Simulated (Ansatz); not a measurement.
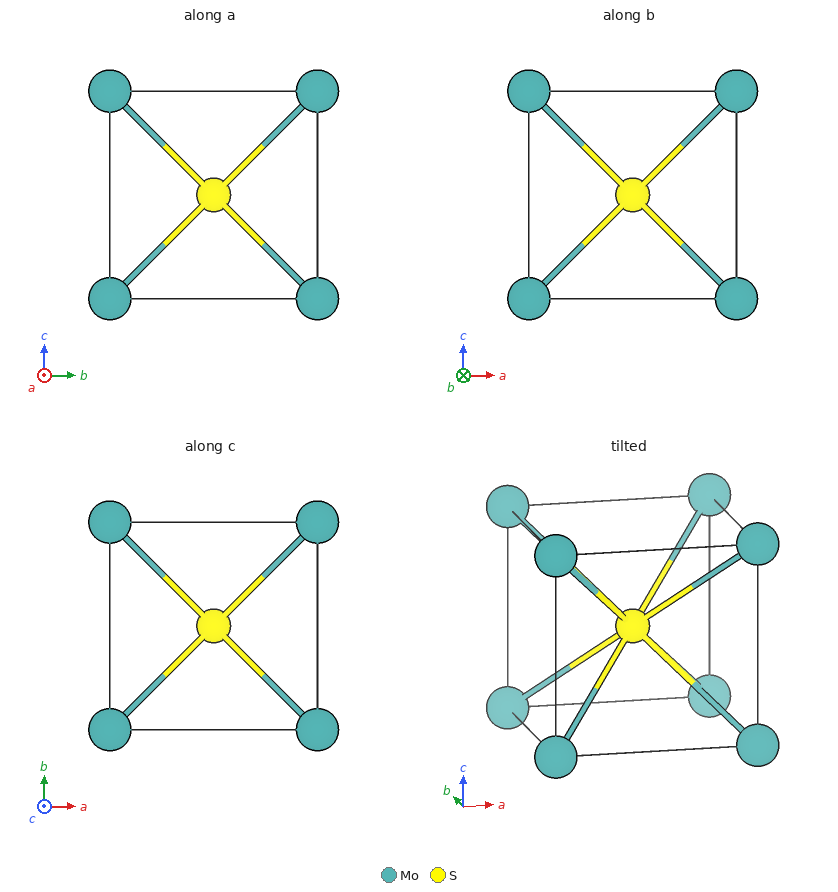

A ball-and-stick rendering, viewed along the a axis, along the b axis, along the c axis and slightly off an axis. One conventional unit cell is outlined, and atoms on its boundary appear in each equivalent place.

Lattice parameters: a = 3.2908 Å, b = 3.2908 Å, c = 3.2908 Å, α = 90.000°, β = 90.000°, γ = 90.000°.

From the views, write a CIF in P1 with every atom of the cell.

```cif
data_structure
_symmetry_space_group_name_H-M 'P 1'
_symmetry_Int_Tables_number 1
_cell_length_a 3.2908
_cell_length_b 3.2908
_cell_length_c 3.2908
_cell_angle_alpha 90.000
_cell_angle_beta 90.000
_cell_angle_gamma 90.000
_cell_volume 35.64
loop_
_atom_site_label
_atom_site_type_symbol
_atom_site_fract_x
_atom_site_fract_y
_atom_site_fract_z
_atom_site_occupancy
Mo1 Mo 0.0000 0.0000 0.0000 1
S1 S 0.5000 0.5000 0.5000 1
```

It derives from a structure type filled with these elements by a generator (whether the compound takes this form wasn't checked). Earlier steps of the study, as a rule a relaxation of our own, may have changed the cell and positions, so they can lie some per cent off the listed ones. A calculation with Ansatz used it as input.

At this level of theory the run's own cell isn't at rest (compressed, at 9 GPa), so its distances can differ from those at equilibrium, the more so the softer the solid.
